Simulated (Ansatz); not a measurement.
# Energy of Ge along a shift of atoms along one path

System: Ge (Pmmn, 2 atoms in the cell).
Method: DFT PBEsol, scalar-relativistic, plane waves, PAW, no spin polarisation (Ansatz 0.2.0).

The 6 runs differ only in the geometry, by a shift of atoms along one path in a fixed cell. The shift s is measured from run 4: Ge1 moves along the Cartesian direction (0.00, 0.00, −1.00), and Ge2 with it in fixed proportion. The structure derives from a Materials Project entry.

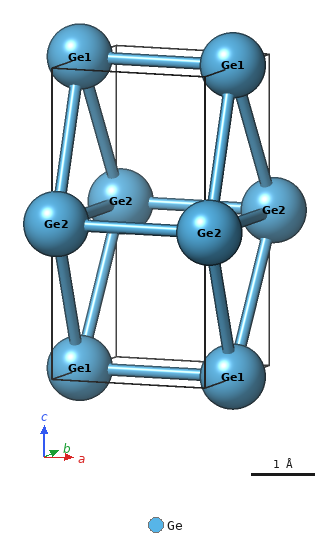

Figure 1. The structure of run 4 (ball-and-stick view of the cell of the calculation, seen slightly off an axis; atoms are numbered from 1 in the order of the input). An atom can appear more than once, as a periodic image.

**Input of run 4**
```yaml
crystal:
  lattice:
    - [0.0, 0.0, -2.6427277821]
    - [2.7652112298, 0.0, 0.0]
    - [0.0, -5.0390024825, 0.0]
  atoms:
    - { symbol: Ge, position: [-0.0283797675, 0.5, 0.0] }
    - { symbol: Ge, position: [0.0283797675, 0.0, 0.5] }
basis:
  ecutwfc: 420
kpoints:
  mp_grid: { grid: [22, 22, 12] }
hamiltonian:
  xc: pbesol
scf:
  occupations: { method: gaussian, width: 0.15 }
output:
  forces: true
  stress: true
  eigenvalues: true
```

Command:
```bash
ansatz run input.yaml --threads 2 --pin off --max-ram 5120MiB --backend cpu --events-out ev --progress --plain --runs-dir out
```

Run 5 differs from it as follows:
```diff
-    - { symbol: Ge, position: [-0.0283797675, 0.5, 0.0] }
-    - { symbol: Ge, position: [0.0283797675, 0.0, 0.5] }
+    - { symbol: Ge, position: [-0.018919845, 0.5, 0.0] }
+    - { symbol: Ge, position: [0.018919845, 0.0, 0.5] }
```

**Results, with one run withheld**

```tsv
run	shift s of Ge1 (Å)	free energy per atom, from the lowest run given (meV)	pressure (GPa)	force along the path (eV/Å)
1	−0.1000	12.40	0.10	0.290
2	−0.0750	9.03	0.07	0.248
3	−0.0500	6.19	0.04	0.207
4	0.0000	2.06	0.01	0.124
5	0.0250	?	?	?
6	0.0500	0.00	−0.01	0.041
```

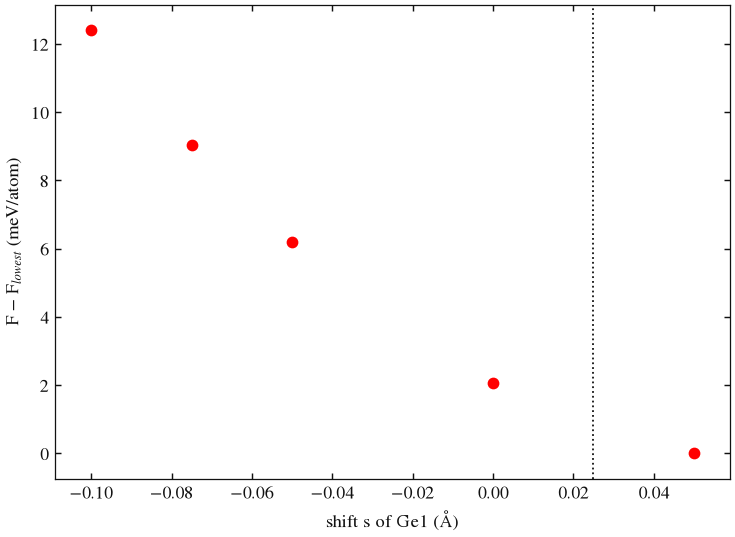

Figure 2. Free energy per atom of the runs given; the dotted line marks run 5.

What should run 5 give?

A cubic polynomial in the coordinate, fitted to the 5 runs given, misses them by under 0.01 meV per atom. With x = s + 0.0350, it reads F = 4.7318 − 90.841 x + 415.75 x² − 23.158 x³ (meV per atom). At run 5 it gives 0.77 meV per atom, and the run itself gives 0.77. The slope of the fit gives a force −dF/ds of 0.082 eV/Å along the path (summed over the atoms that move), and the printed forces give 0.082 eV/Å. The fit has no minimum inside this range.

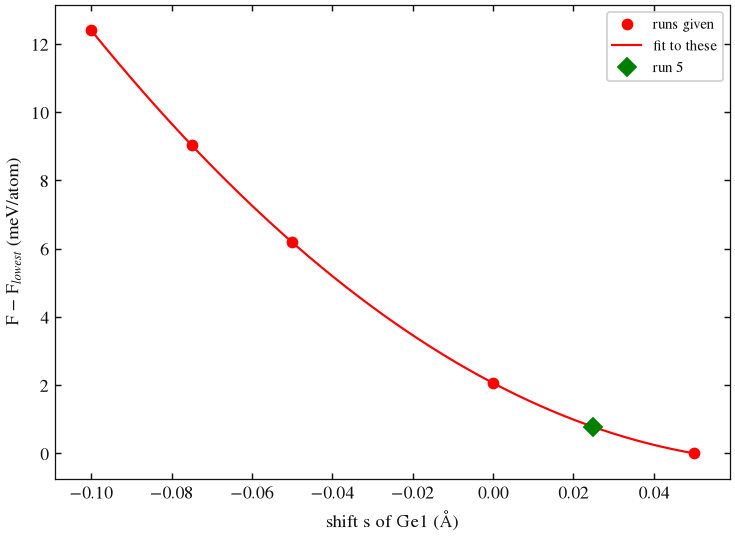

Figure 3. The fit and the withheld run.

**Output, shortened to warnings, some set-up lines, iterations and results (run 5)**
```
Basis set: ecut = 420 eV, 725 PW (Γ), exchange–correlation on 36×40×72 points (8 copies of the dense FFT grid, shifted against one another)
Symmetry: 8 space group operations
k-points: 1008 of 5808
Initial density: superposition of atomic densities (neutral atoms: chi_scale 0, normalization atom), corrected by the library's trained network
[...]
SCF iter   1: F=—  HF=-8506.631890 eV  |F-HF|=—  |Δ(HF+E_count)|=         —  Δρ=2.30e-3  dr2=9.30e-4  ethr=1.77e-3  ⟨swp⟩=4.9  Hψ=73538  notcnv=0
SCF iter   2: F=—  HF=-8506.630880 eV  |F-HF|=—  |Δ(HF+E_count)|=   1.01e-3  Δρ=1.02e-3  dr2=2.31e-4  ethr=3.32e-6  ⟨swp⟩=2.0  Hψ=39971  notcnv=0
SCF iter   3: F=—  HF=-8506.630890 eV  |F-HF|=—  |Δ(HF+E_count)|=   9.89e-6  Δρ=5.67e-4  dr2=8.79e-5  ethr=8.24e-7  ⟨swp⟩=1.0  Hψ=17972  notcnv=0
SCF iter   4: F=—  HF=-8506.630885 eV  |F-HF|=—  |Δ(HF+E_count)|=   5.13e-6  Δρ=9.16e-5  dr2=3.06e-6  ethr=3.14e-7  ⟨swp⟩=1.0  Hψ=18002  notcnv=0
SCF iter   5: F=-8506.630884 eV  HF=-8506.630884 eV  |F-HF|=1.03e-8  |Δ(HF+E_count)|=   9.22e-8  Δρ=8.73e-6  dr2=1.76e-8  ethr=1.09e-8  ⟨swp⟩=2.0  Hψ=22381  notcnv=0
SCF iter   6: F=-8506.630884 eV  HF=-8506.630884 eV  |F-HF|=5.71e-10  |Δ(HF+E_count)|=   1.48e-8  Δρ=2.21e-6  dr2=1.28e-9  ethr=6.28e-11  ⟨swp⟩=1.6  Hψ=57285  notcnv=0
SCF 1 converged in 6 iterations: F = -8506.630884 eV  dr2 = 1.28e-9
SCF converged after 6 iterations
Free energy (F): -8506.630884 eV
Harris-Foulkes:  -8506.630884 eV  (|F-HF|=5.71e-10)
Internal energy: -8506.622277 eV  (E = F + TS)
E sigma→0 (E₀):  -8506.626581 eV
Entropy (-TS):   -0.008608 eV (-4.304 meV/atom)
Fermi energy:    11.199561 eV
--- Per-component energies (eV) ---
  E_band       = -222.719142
  E_kinetic    = 222.298216
  E_local      = -4278.014936  (includes V_loc(G=0)·N_el)
  E_nonlocal   = 835.836432
  E_hartree    = 1872.566288
  E_xc         = -150.600507
  E_vxc        = -130.177339  (∫ρ·V_xc dr)
  E_paw        = -3953.510835  (= ΣΔE_a)
  E_vpaw       = -617.795384  (= ΣTr[D̂ρ^β])
  E_aug_tail   = 0.000626  (compensation charges beyond the density's cutoff)
  E_ewald      = -3057.033432
  E_core_change = 1.835872  (= ΣΔE_core)
  E_smearing   = -0.008608  (= −TS)
  E_closure    = 0.000000  (closes the sum)
  Σ components = -8506.630884   (vs F -8506.630884, Δ=0.00e0)
--- Forces (eV/Å), atoms counted from 1 ---
  atom   1  Ge     0.00000000     0.00000000    -0.04124591
  atom   2  Ge     0.00000000     0.00000000     0.04124591
  max |Σ_I F_I| component: 0.00e0 eV/Å
--- Stress (GPa, compression-positive) ---
        1.255680      -0.000000      -0.000000
       -0.000000      -0.869763      -0.000000
       -0.000000      -0.000000      -0.392363
  P = ⅓ Tr σ = -0.0021 GPa (-0.021 kbar)
```
